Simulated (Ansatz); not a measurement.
# Band-structure calculation of Li$_{5}$NbO$_{5}$ (part 2 of 2)

Li$_{5}$NbO$_{5}$ (C2/m, 11 atoms in the cell); DFT, HSE06, plane waves, PAW, no spin polarisation (Ansatz 0.2.0); cutoff 420 eV, 4×4×4 k-mesh, fixed occupations. The structure derives from a Materials Project entry. The geometry comes from this level: r2SCAN.

Geometry of the input (Å; fractional positions):
```
4.8360  -2.0050  0.0033
4.8360  2.0050  0.0033
-1.8650  0.0000  5.4785
Li 0.7125  0.7125  0.3445
Li 0.6909  0.6909  0.8616
Li 0.0000  -0.0000  0.5000
Li 0.3091  0.3091  0.1384
Li 0.2875  0.2875  0.6555
Nb 0.0000  0.0000  0.0000
O  0.8537  0.8537  0.1737
O  0.8424  0.8424  0.6820
O  0.5000  0.5000  0.0000
O  0.1576  0.1576  0.3180
O  0.1463  0.1463  0.8263
```

### Output, continued
```
  k-point 1: bands = ["-53.6164", "-41.7411", "-41.4473", "-41.4040", "-41.0827", "-41.0474", "-28.4044", "-28.3690", "-28.3580", "-14.6423", "-13.8536", "-13.4246", "-12.9322", "-12.6700", "-0.0936", "0.6405", "0.6577", "0.8932", "1.0041", "1.7516", "1.8128", "1.9007", "2.3838", "2.6621", "2.8352", "3.3395", "3.4331", "3.4949", "3.8381", "8.9158", "9.1023", "10.0880", "10.7281", "12.1267", "13.9671"]
  k-point 2: bands = ["-53.6163", "-41.7411", "-41.4471", "-41.4041", "-41.0834", "-41.0469", "-28.4041", "-28.3685", "-28.3580", "-14.6397", "-13.8235", "-13.3735", "-13.0320", "-12.6745", "-0.1223", "0.6680", "0.9886", "1.0678", "1.3778", "1.6693", "1.7343", "2.1260", "2.2665", "2.4452", "2.8056", "2.8446", "3.0693", "3.4151", "3.7863", "8.9941", "9.2447", "10.1522", "11.2405", "12.1412", "13.4226"]
  k-point 23: bands = ["-53.6163", "-41.7409", "-41.4475", "-41.4041", "-41.0837", "-41.0469", "-28.4050", "-28.3685", "-28.3582", "-14.6072", "-13.6834", "-13.5508", "-13.0691", "-12.6165", "-0.1704", "0.7282", "0.9930", "1.1226", "1.1527", "1.2136", "1.7564", "2.1212", "2.1602", "2.6550", "2.7947", "3.3307", "3.3686", "3.4599", "3.7368", "8.7535", "8.9271", "10.0917", "11.8095", "12.0118", "12.9909"]
```

### File bands.tsv
```
# k_distance	band_0	band_1	band_2	band_3	band_4	band_5	band_6	band_7	band_8	band_9	band_10	band_11	band_12	band_13	band_14	band_15	band_16	band_17	band_18	band_19	band_20	band_21	band_22	band_23	band_24	band_25	band_26	band_27	band_28	band_29	band_30	band_31	band_32	band_33	band_34
# fermi_ev = 4.066283
# lock_threshold_ev = 1e-6
# [0, 0, 0] at k_distance = 0.000000
# [-0.2979312755, 0.2979312755, 0] at k_distance = 0.933634
# [-0.7020687245, -0.2979312755, 0] at k_distance = 1.682593
# [-0.5, -0.5, 0] at k_distance = 2.315820
# [-0.5, -0.5, 0.5] at k_distance = 2.889134
# [-0.7278325637, -0.2721674363, 0.5] at k_distance = 3.603098
# [-0.2721674363, 0.2721674363, 0.5] at k_distance = 4.303096
# [0, 0, 0.5] at k_distance = 5.155994
# [-0.5, 0, 0.5] at k_distance = 6.011235
# [0.276042, -0.28125, 0.005208] at k_distance = 7.759849
# levels_relative_to = fermi_ev
# free_energy_ev = -8427.104644
# largest_residual_norms_ev = 6.184e-5 3.356e-4 2.763e-4 3.686e-4 3.045e-4 3.226e-4 1.627e-4 1.729e-4 2.043e-4 2.926e-4 2.640e-4 3.531e-4 2.955e-4 2.824e-4 1.086e-3 2.061e-3 1.891e-3 2.126e-3 1.658e-3 1.745e-3 2.046e-3 1.751e-3 1.804e-3 1.454e-3 1.782e-3 1.850e-3 1.923e-3 1.986e-3 1.370e-3 1.323e-3 1.643e-3 1.278e-3 1.519e-3 1.487e-3 1.993e-3
0.000000	-57.682647	-45.807244	-45.513818	-45.470213	-45.148235	-45.114233	-32.470912	-32.435718	-32.424338	-18.711259	-17.957582	-17.491861	-16.980592	-16.691883	-4.228113	-3.661319	-3.340009	-3.263724	-3.262897	-2.287473	-2.224228	-2.214447	-1.853710	-1.240954	-1.231167	-0.553712	-0.334586	-0.180496	-0.116660	4.655143	5.002821	5.917533	6.293468	8.018530	10.259839
0.933634	-57.680328	-45.806714	-45.497743	-45.484550	-45.136931	-45.126446	-32.577526	-32.464742	-32.428669	-17.846690	-17.583522	-17.468311	-17.151145	-16.838330	-5.293287	-4.303009	-4.121336	-3.875478	-3.480229	-3.268145	-2.460432	-1.910285	-1.855304	-1.198159	-0.986177	-0.562192	-0.274475	-0.267533	0.018000	5.621840	6.315928	6.587597	6.625138	10.173808	10.665223
1.682593	-57.680328	-45.806714	-45.497743	-45.484550	-45.136931	-45.126446	-32.577526	-32.464742	-32.428669	-17.846690	-17.583522	-17.468311	-17.151145	-16.838330	-5.293287	-4.303009	-4.121336	-3.875478	-3.480229	-3.268145	-2.460432	-1.910285	-1.855304	-1.198159	-0.986177	-0.562192	-0.274475	-0.267533	0.018000	5.621840	6.315928	6.587597	6.625138	10.173808	10.665223
2.315820	-57.682567	-45.806913	-45.514564	-45.470018	-45.148832	-45.113998	-32.471772	-32.435563	-32.424388	-18.676614	-17.693535	-17.447535	-17.235963	-16.836707	-4.210720	-3.319086	-3.170163	-3.088595	-2.816991	-2.322741	-2.285794	-1.781491	-1.661350	-1.388803	-1.270128	-1.186673	-1.167056	-0.657211	-0.120388	4.738105	5.155590	5.176819	7.157990	8.139542	10.098763
2.889134	-57.682561	-45.807178	-45.513761	-45.470420	-45.150022	-45.113164	-32.471284	-32.434761	-32.424512	-18.673513	-17.749720	-17.617102	-17.135372	-16.682757	-4.236670	-3.338093	-3.073285	-2.943639	-2.913623	-2.852659	-2.309874	-1.945106	-1.906083	-1.411273	-1.271614	-0.735574	-0.697705	-0.606406	-0.329437	4.687227	4.860774	6.025456	7.743212	7.945540	8.924588
3.603098	-57.680155	-45.806941	-45.493960	-45.487832	-45.134547	-45.129165	-32.588799	-32.463659	-32.427316	-17.842940	-17.618225	-17.447980	-17.090249	-16.798259	-5.486874	-4.405331	-4.351259	-3.968176	-3.598904	-2.904065	-1.875627	-1.610937	-1.469285	-1.380362	-1.269911	-0.976331	-0.856027	-0.215936	-0.096125	6.098626	6.392802	6.648144	7.315697	9.888808	10.428346
4.303096	-57.680155	-45.806941	-45.493960	-45.487832	-45.134547	-45.129165	-32.588799	-32.463659	-32.427316	-17.842940	-17.618225	-17.447980	-17.090249	-16.798259	-5.486874	-4.405331	-4.351259	-3.968176	-3.598904	-2.904065	-1.875627	-1.610937	-1.469285	-1.380362	-1.269911	-0.976331	-0.856027	-0.215936	-0.096125	6.098626	6.392802	6.648144	7.315697	9.888808	10.428346
5.155994	-57.682630	-45.807431	-45.513342	-45.470403	-45.149683	-45.113135	-32.470398	-32.434828	-32.424274	-18.705996	-17.889807	-17.439797	-17.098307	-16.740778	-4.188539	-3.398242	-3.077716	-2.998456	-2.688495	-2.396978	-2.332000	-1.940265	-1.799797	-1.621127	-1.260674	-1.221715	-0.996970	-0.651196	-0.280020	4.927831	5.178428	6.085904	7.174213	8.074901	9.356339
6.011235	-57.680114	-45.806953	-45.490969	-45.490753	-45.131981	-45.131718	-32.591928	-32.463458	-32.427185	-17.859620	-17.597942	-17.432800	-17.077475	-16.806218	-5.545138	-4.576790	-4.434816	-3.706678	-3.401769	-2.842136	-2.197047	-1.969093	-1.689362	-1.144064	-1.084652	-0.854082	-0.530761	-0.370724	-0.187427	6.007879	6.489052	6.694689	7.331857	10.251045	10.568657
7.759849	-57.680196	-45.806713	-45.495058	-45.487077	-45.134916	-45.128481	-32.586680	-32.464272	-32.428249	-17.864332	-17.539725	-17.441454	-17.135654	-16.833964	-5.457500	-4.383239	-4.172218	-3.836440	-3.508638	-3.323355	-2.419247	-1.922014	-1.863738	-1.162166	-0.975435	-0.519266	-0.284749	-0.227638	0.027210	5.680784	6.442496	6.619123	6.699132	10.203703	10.698787
```

### File v_z.tsv
```
# z_ang	v_es[eV]	v_tot[eV]
# format = ansatz-planar-average/11
# xc	hse06
# density_cutoff_ev	1680
# datasets	Li=:simpson_from_first_knot:soft:fock	Nb=:simpson_from_first_knot:soft:fock:shift=0	O=:simpson_from_first_knot:soft:fock:shift=0
# lattice	4.836035837	-2.005022798	0.003256574
# lattice	4.836035837	2.005022798	0.003256574
# lattice	-1.864950274	0.000000000	5.478458515
# sites	11
# site	3	6.249096324	0.000000000	1.891879514
# site	3	5.075716511	0.000000000	4.724714673
# site	3	-0.932475137	0.000000000	2.739229258
# site	3	2.731404889	0.000000000	0.760256990
# site	3	1.558025077	0.000000000	3.593092148
# site	41	0.000000000	0.000000000	0.000000000
# site	8	7.933634153	0.000000000	0.957025753
# site	8	6.875936814	0.000000000	3.741994926
# site	8	4.836035837	0.000000000	0.003256574
# site	8	0.931184586	0.000000000	1.742976737
# site	8	-0.126512752	0.000000000	4.527945910
0.000000	-4.716608e0	-1.450080e1
0.144680	-4.396758e0	-1.415448e1
0.289359	-3.577001e0	-1.328689e1
0.434039	-2.592986e0	-1.224916e1
0.578719	-1.332085e0	-1.081336e1
0.723399	7.053287e-2	-9.126614e0
0.868078	1.215368e0	-7.704506e0
1.012758	2.342541e0	-6.354950e0
1.157438	3.295478e0	-5.209749e0
1.302117	3.793786e0	-4.537972e0
1.446797	4.055162e0	-4.126360e0
1.591477	4.182099e0	-3.834333e0
1.736156	4.132895e0	-3.682587e0
1.880836	3.972161e0	-3.561063e0
2.025516	4.138349e0	-3.066667e0
2.170196	4.644290e0	-2.129453e0
2.314875	5.254394e0	-1.064422e0
2.459555	5.926394e0	-1.879723e-2
2.604235	6.371863e0	7.228950e-1
2.748914	6.415269e0	9.282395e-1
2.893594	6.387054e0	9.515768e-1
3.038274	6.415269e0	9.282395e-1
3.182954	6.371863e0	7.228950e-1
3.327633	5.926394e0	-1.879723e-2
3.472313	5.254394e0	-1.064422e0
3.616993	4.644290e0	-2.129453e0
3.761672	4.138349e0	-3.066667e0
3.906352	3.972161e0	-3.561063e0
4.051032	4.132895e0	-3.682587e0
4.195711	4.182099e0	-3.834333e0
4.340391	4.055162e0	-4.126360e0
4.485071	3.793786e0	-4.537972e0
4.629751	3.295478e0	-5.209749e0
4.774430	2.342541e0	-6.354950e0
4.919110	1.215368e0	-7.704506e0
5.063790	7.053287e-2	-9.126614e0
5.208469	-1.332085e0	-1.081336e1
5.353149	-2.592986e0	-1.224916e1
5.497829	-3.577001e0	-1.328689e1
5.642508	-4.396758e0	-1.415448e1
```

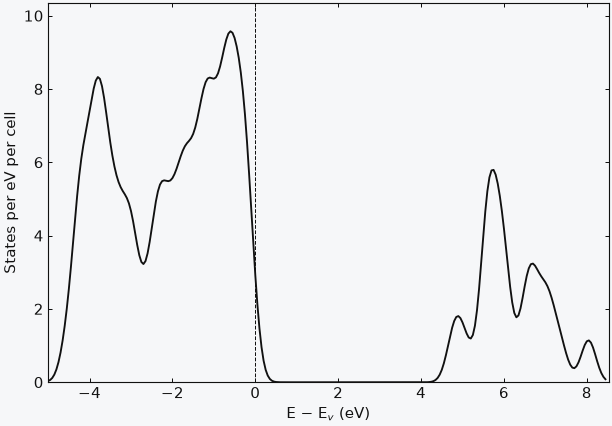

Density of states (the curve is built from the levels of the k mesh with Gaussians 0.4 eV wide, which also blur the band edges), with energies from the valence-band top. There is a gap of 4.66 eV on the k-point mesh. Small ripples come from the finite k-point mesh.

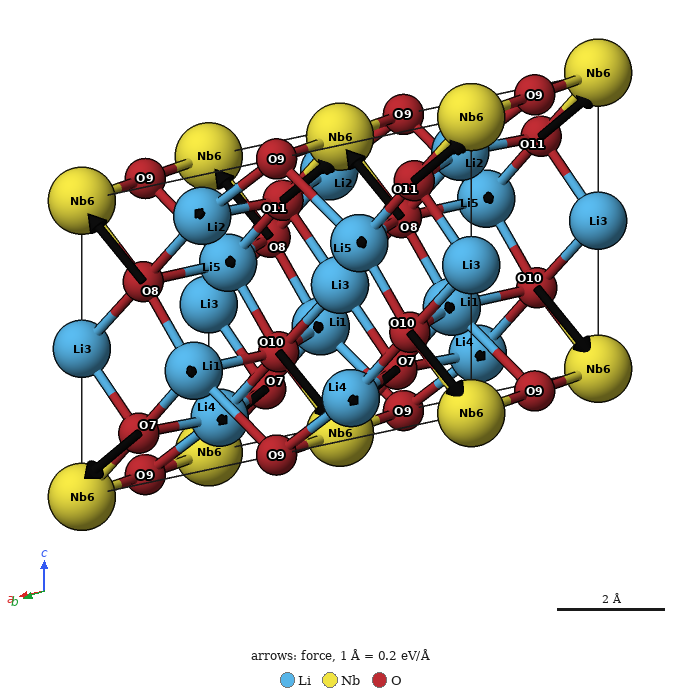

Forces on the atoms as black arrows (ball-and-stick view of the cell 2 times as large as that of the calculation, set on its symmetry axes, seen at an oblique angle; atoms are numbered from 1 in the order of the input). The largest act on O8, O10 (0.35 eV/Å); O7, O11 (0.34 eV/Å). The geometry is not a stationary point of this energy.

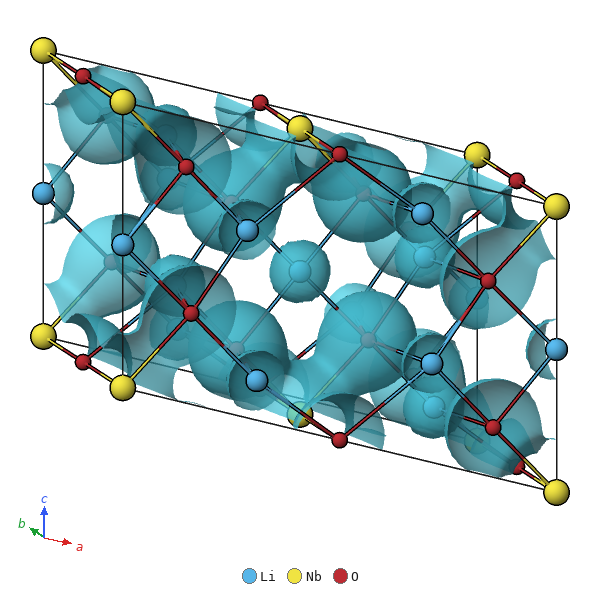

Isosurface of the valence charge density (pseudo) at 0.4 e/Å³ (cyan), seen slightly off an axis. Sticks mark near contacts. The outline is the cell set on symmetry axes. At this value the density is joined into chains; it holds about 85 % of the electrons treated as valence (semicore included). It is pinched off along the Li–O (1.93 Å), Li–O (1.98 Å) and Li–O (2.05 Å) contacts. On the grid the lowest density along these lines, outside the cores, is 0.31 e/Å³ (Li–O, 1.93 Å), 0.91 e/Å³ (Nb–O, 1.98 Å), 0.28 e/Å³ (Li–O, 1.98 Å) and 0.24 e/Å³ (Li–O, 2.05 Å). The fields are those of the smooth PAW valence density.

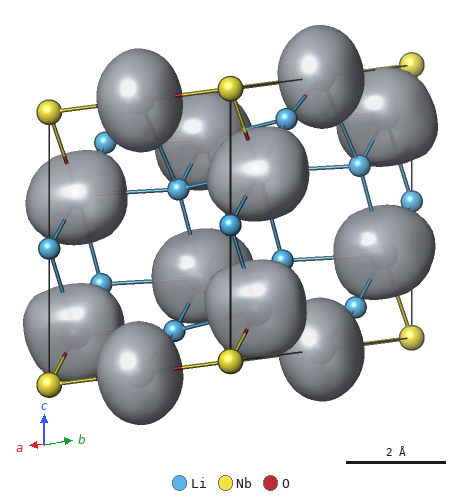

Isosurface of the ELF at 0.6 (grey), seen along [110]. Only the valence region is drawn (cores and ρ < 0.01 e/Å³ removed). Sticks mark near contacts. The outline is the cell set on symmetry axes. Profiles from the grid: Li–O (1.93 Å): the ELF is about 0.55 at the midpoint. Nb–O (1.98 Å): the ELF peaks at about 0.80 in the valence shell of O, 0.6 Å from its nucleus, and drops to about 0.25 between the two atoms.

### Results in brief

- outcome: converged
- space group (tolerance 0.01 Å): C2/m (12)
- electrons treated: 58
- free energy: −8427.1046 eV
- Fermi energy: 4.066 eV
- gap on the k-point mesh: 4.66 eV
- pressure: −1.79 GPa
- largest force (length of the vector): 0.347 eV/Å
- wall time: 46 s (CPU time 77 s)
- peak memory: 2.9 GiB

Warnings of the run: the exchange loop's threshold is looser than advised for the stress; the SCF threshold is looser than advised for the printed stress.
